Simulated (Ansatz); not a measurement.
## Electronic structure of Sc$_{3}$AlN$_{4}$ in real space

```cif
data_structure
_symmetry_space_group_name_H-M 'P 1'
_symmetry_Int_Tables_number 1
_cell_length_a 4.7691
_cell_length_b 4.7691
_cell_length_c 4.7691
_cell_angle_alpha 90.000
_cell_angle_beta 90.000
_cell_angle_gamma 90.000
_cell_volume 108.47
loop_
_atom_site_label
_atom_site_type_symbol
_atom_site_fract_x
_atom_site_fract_y
_atom_site_fract_z
_atom_site_occupancy
Sc1 Sc 0.50000 0.50000 0.00000 1
Sc2 Sc 0.50000 0.00000 0.50000 1
Sc3 Sc 0.00000 0.50000 0.50000 1
Al1 Al 0.00000 0.00000 0.00000 1
N1 N 0.76294 0.76294 0.23706 1
N2 N 0.76294 0.23706 0.76294 1
N3 N 0.23706 0.76294 0.76294 1
N4 N 0.23706 0.23706 0.23706 1
```

Space group P-43m.

Computed with DFT PBE, scalar-relativistic, plane waves, PAW (Ansatz).

In a PAW calculation such maps are meaningful between the atoms, not at the nuclei.

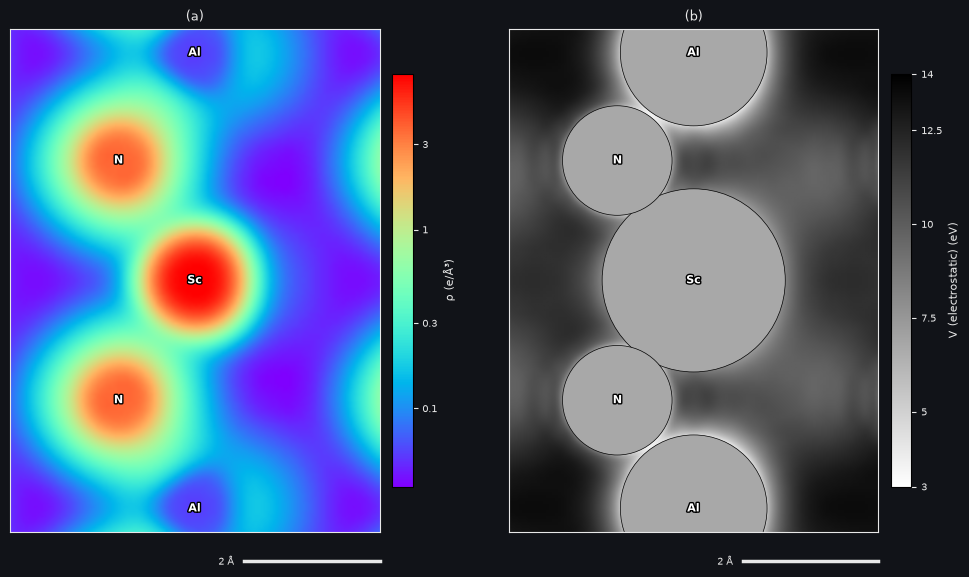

Figure 1. (a) valence pseudo-density; (b) electrostatic potential energy of an electron on the (110) plane of the conventional cell. Grey discs cover the atomic cores in the potential map.

What do the fields say about this system?

- The plane passes through Sc, Al and N nuclei.
- Al–N (1.96 Å): ρ at the midpoint is about 0.58 e/Å³.
- Sc–N (2.10 Å): ρ is about 0.56 e/Å³ halfway.
- Between the atoms the lowest density in this plane is 0.04 e/Å³.
- Outside the cores the potential energy rises away from the atoms and is highest about 2.0 Å from the nearest atoms; its zero is arbitrary.

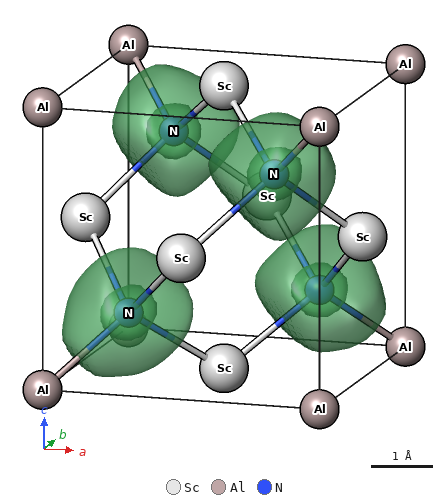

Figure 2. Isosurface of the electron localisation function at 0.7 (green), seen slightly off an axis. Core shells and regions of very low density are left out. Sticks mark near contacts.

Identify the bonds, lone pairs and shells in this picture.

The ELF exceeds this value in four regions on N in which the atom's valence shell and bonds are merged, counted in one cell of 8 atoms. Regions shared between cells count once.


Al–N (1.96 Å): the ELF peaks at about 0.85 in the valence shell of N, 0.8 Å from its nucleus, and is about 0.85 at the midpoint. Sc–N (2.10 Å): the ELF peaks at about 0.85 in the valence shell of N, 0.7 Å from its nucleus, and is about 0.25 at the midpoint; no localised pair shows between them.

Metal or insulator at this level of theory?

It is gapped, with a Kohn–Sham gap of 2.5 eV on the k-point mesh, an upper bound to the gap of this method.
